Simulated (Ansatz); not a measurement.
# Calculations on SnO2

## 1. Relaxation

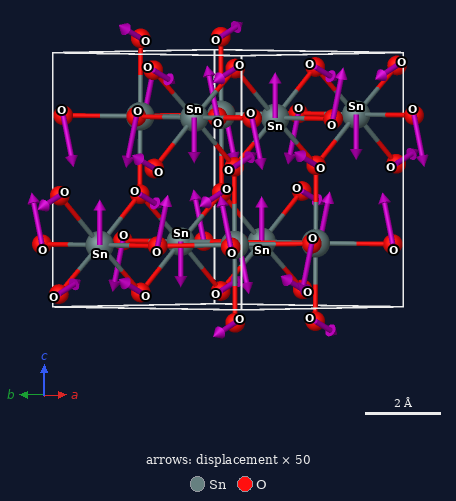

A relaxation of crystalline SnO2 (set up in Imma). The starting structure is drawn; purple arrows show the displacements, magnified 50 times.

A ball-and-stick model of the conventional cell (2 times the calculation's cell), seen from a free direction. Lengths and directions refer to the drawn axes.

Case: the database's cell, atoms relaxed.

Computed with DFT LDA, scalar-relativistic, plane waves, PAW (Ansatz). Set-up: plane-wave cutoff 420 eV; k-point mesh 6 × 6 × 6; occupations gaussian; smearing width 0.02 eV; no spin polarisation; atoms relaxed in a fixed cell; force threshold 0.01 eV/Å; at most 40 steps.

Q: What happened in the run?

A: The energy falls by 0.8 meV per atom in 3 geometry steps. Largest force component: 0.14 eV/Å at the start, 0.00044 eV/Å at the end. The largest moves, 0.029 Å, are those of O atoms. Largest moves by element: O 0.029 Å, Sn 0.025 Å. The cell doesn't change. Some distances before and after: O–Sn 2.093 → 2.100 Å. The space group (tolerance 0.01 Å) goes from Imma (No. 74) to P4_2/mnm (No. 136). Cost: 79 s on 2 threads of Oxide Virtual Turin-like Processor (Zen 5), on a shared host, peak memory 0.68 GiB.

## 2. Relaxation

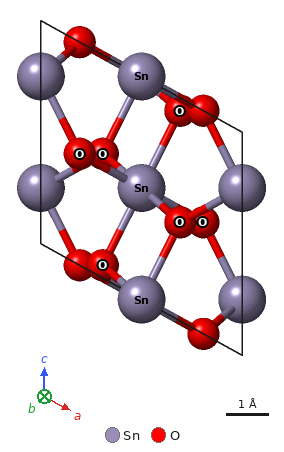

This is the input geometry for a relaxation of a crystal of SnO₂ (set up in P4_2/mnm). The picture is a ball-and-stick view of the cell of the calculation, seen along the b axis.

Case: volume × 1.10, shape and atoms relaxed.

Computed with Ansatz, DFT LDA, scalar-relativistic, plane waves, PAW.

Input
```yaml
crystal:
  lattice:
    - [-3.2615905023, 3.4637855463, 3.463788431]
    - [3.2615905023, -3.4637855463, 3.463788431]
    - [3.2615905023, 3.4637855463, -3.463788431]
  atoms:
    - { symbol: Sn, position: [0.9999979707, 0.2499979707, 0.75] }
    - { symbol: Sn, position: [2.0293e-06, 0.7500020293, 0.25] }
    - { symbol: Sn, position: [0.5, 0.5, 0.5] }
    - { symbol: Sn, position: [0.5, 0.0, 0.0] }
    - { symbol: O, position: [0.19260691, 0.1926078957, 0.5000009857] }
    - { symbol: O, position: [0.6926078879, 0.7500010957, 0.9426067922] }
    - { symbol: O, position: [0.19260691, 0.6926059243, 0.9999990143] }
    - { symbol: O, position: [0.3073943035, 0.7500010957, 0.5573932078] }
    - { symbol: O, position: [0.6926056965, 0.2499989043, 0.4426067922] }
    - { symbol: O, position: [0.3073921121, 0.2499989043, 0.0573932078] }
    - { symbol: O, position: [0.80739309, 0.3073940757, 9.857e-07] }
    - { symbol: O, position: [0.80739309, 0.8073921043, 0.4999990143] }
basis:
  ecutwfc: 420
kpoints:
  mp_grid: { grid: [6, 6, 6] }
hamiltonian:
  xc: lda
scf:
  occupations: { method: gaussian, width: 0.02 }
output:
  forces: true
  stress: true
  eigenvalues: true
relax:
  adjacent_minimum: "off"
  f_tol: 0.01
  max_steps: 30
  cell: { stress_tol: 0.1, fix: [volume] }
```

Launched with:
```bash
ansatz run input.yaml --threads 2 --pin off --max-ram 5120MiB --backend cpu --events-out ev --progress --plain --runs-dir out
```

> Predict the outcome.

The largest moves relative to the cell, 0.010 Å, are those of 8 atoms (O5, O6, O7, O8 and others). O9 goes along [−1 0 −1]. Sn stays in place. The drawn cell changes at constant volume: a = b = c 5.885 → 5.887 Å (0.0 %), α 112.7° → 113.4°, β 107.9° → 107.6°, γ 107.9° → 107.6°. Near-neighbour distances that change, for instance: Sn1–O10 2.129 → 2.148 Å, Sn1–O11 2.107 → 2.094 Å. The space group stays P4_2/mnm (No. 136). The energy falls by 1.2 meV per atom in 4 accepted moves (6 points after the start). The largest force component goes from 0.14 to 0.00014 eV/Å. The pressure goes from −15.64 to −14.81 GPa. At 2 points the geometry stayed and the basis and grid were re-selected for the new cell (energy shift of 0.1 meV per atom at most each time). Cost: 47 s on 2 threads of Oxide Virtual Turin-like Processor (Zen 5) (shared host), peak memory 0.62 GiB.

Step by step:

| step | E − E(0), meV/atom | largest force component, eV/Å | pressure, GPa | note |
| --- | --- | --- | --- | --- |
| 0 | 0.00 | 0.1449 | -15.64 |  |
| 1 | -0.70 | 0.1359 | -15.31 |  |
| 2 | -1.13 | 0.0374 | -14.77 |  |
| 3 | -1.16 | 0.0007 | -14.86 |  |
| 4 | -1.23 | 0.0014 | -14.85 | same geometry, new basis |
| 5 | -1.24 | 0.0002 | -14.81 |  |
| 6 | -1.24 | 0.0001 | -14.81 | same geometry, new basis |

The end point in the same view:

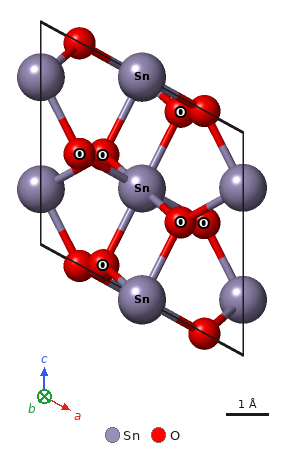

## 3. A change

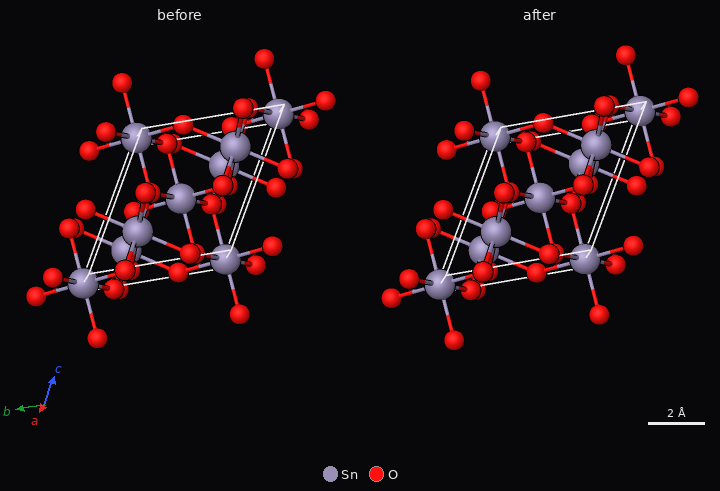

Left: solid SnO$_{2}$. Right: the same structure after one change, at the same scale. Style: ball-and-stick. Shown: the cell of the calculation, from a free direction.

Level of theory: DFT LDA, scalar-relativistic, plane waves, PAW in Ansatz 0.2.0. Set-up: plane-wave cutoff 420 eV; k-point mesh 6 × 6 × 6; occupations gaussian; smearing width 0.02 eV; no spin polarisation.

**Which change leads from the left to the right?**

The volume is changed by +6.0 %. The cell's shape and the atoms are relaxed at that volume.

**What does the change do?**

Energy change: +23.9 meV per atom. The pressure goes from 0.0 to −10.1 GPa. Cell: a = b = c 5.699 → 5.813 Å (+2.0 %), α 111.9° → 112.7°, β 108.3° → 107.9°, γ 108.3° → 107.9°. Volume +6.0 %. The largest moves relative to the cell, 0.009 Å, are those of O atoms. Sn stays in place. Some distances before and after: O–Sn 2.051 → 2.081 to 2.103 Å. The space group stays P4_2/mnm (No. 136).
